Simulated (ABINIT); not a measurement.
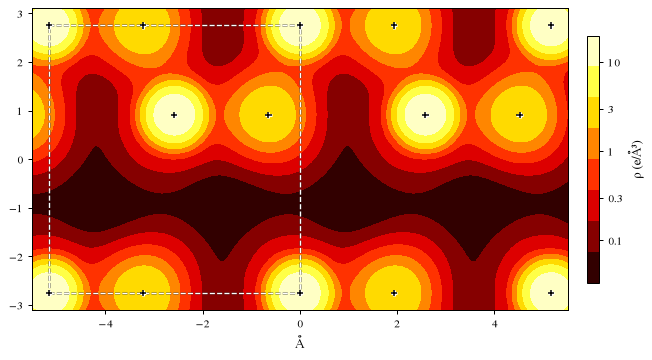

The valence pseudo-density on a plane through atoms (crosses mark nuclei in the plane).

The calculation used Kohn-Sham DFT of a periodic cell, PBEsol, JTH PAW PBE v2.0 in ABINIT 10.8.3.

Candidates:
A. InAs, a = 6.04 Å, b = 6.04 Å, c = 6.04 Å, α = 90.00°, β = 90.00°, γ = 90.00°. Space group F-43m.
B. GaN, a = 3.18 Å, b = 3.18 Å, c = 5.17 Å, α = 90.00°, β = 90.00°, γ = 120.00°. Space group P6₃mc.

Which system is this?

Answer. Candidate B: GaN on the (110) plane of the conventional cell, which holds Ga and N. Ga–N (1.94 Å): ρ is about 0.73 e/Å³ halfway.
